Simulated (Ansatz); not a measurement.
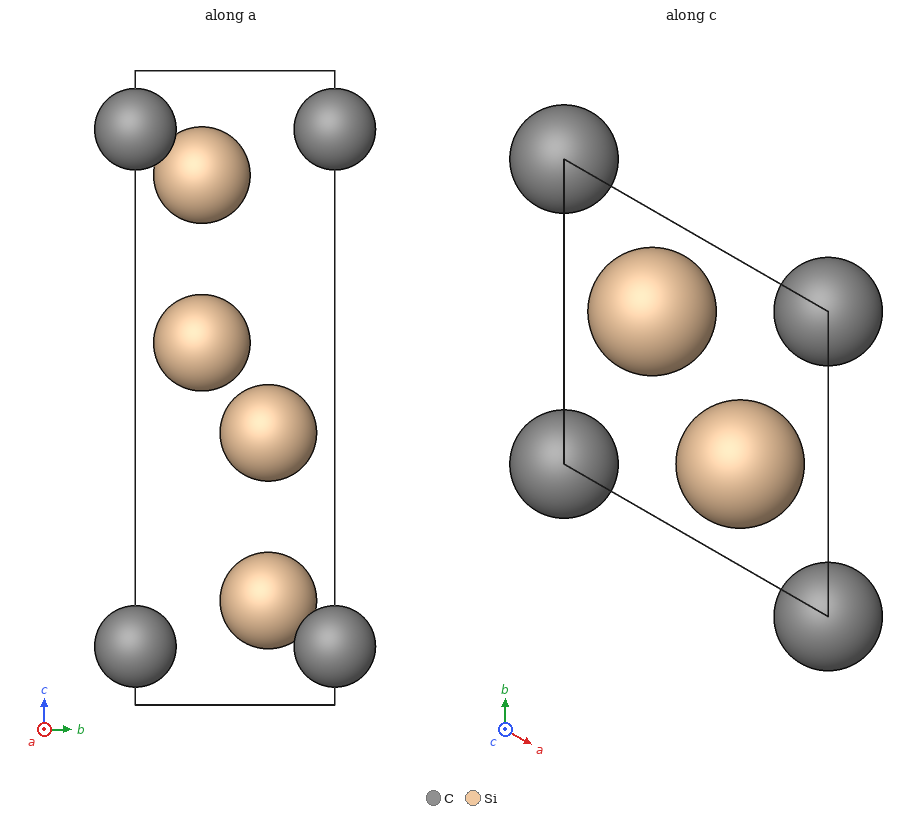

Spheres-only drawing of the structure, looking along the a axis and along the c axis. Atoms at the boundary of the conventional unit cell (the box) are drawn once for each face, edge or corner they touch.

Si$_{2}$C, space group P-3m1 (No. 164), a = 3.21 Å, b = 3.21 Å, c = 8.85 Å, α = 90.00°, β = 90.00°, γ = 120.00°.

Theory: DFT, r2SCAN, plane waves, PAW (Ansatz 0.2.0). Numerical settings: 500 eV cutoff, a 12×12×4 grid in reciprocal space, Fermi-Dirac smearing of 0.02 eV, no spin polarisation.

What is the electronic character?

Answer. A metal: bands cross the Fermi level.

Would the cell expand or shrink if it could?

Answer. The computed pressure is 0.0 GPa, close to zero.

The initial geometry was a structure type filled with these elements by a generator (whether the compound takes this form wasn't checked). Earlier steps of the study, as a rule a relaxation of our own, may have changed the cell and positions, so they can lie some per cent off the listed ones. An electronic-structure calculation with Ansatz was run on it.
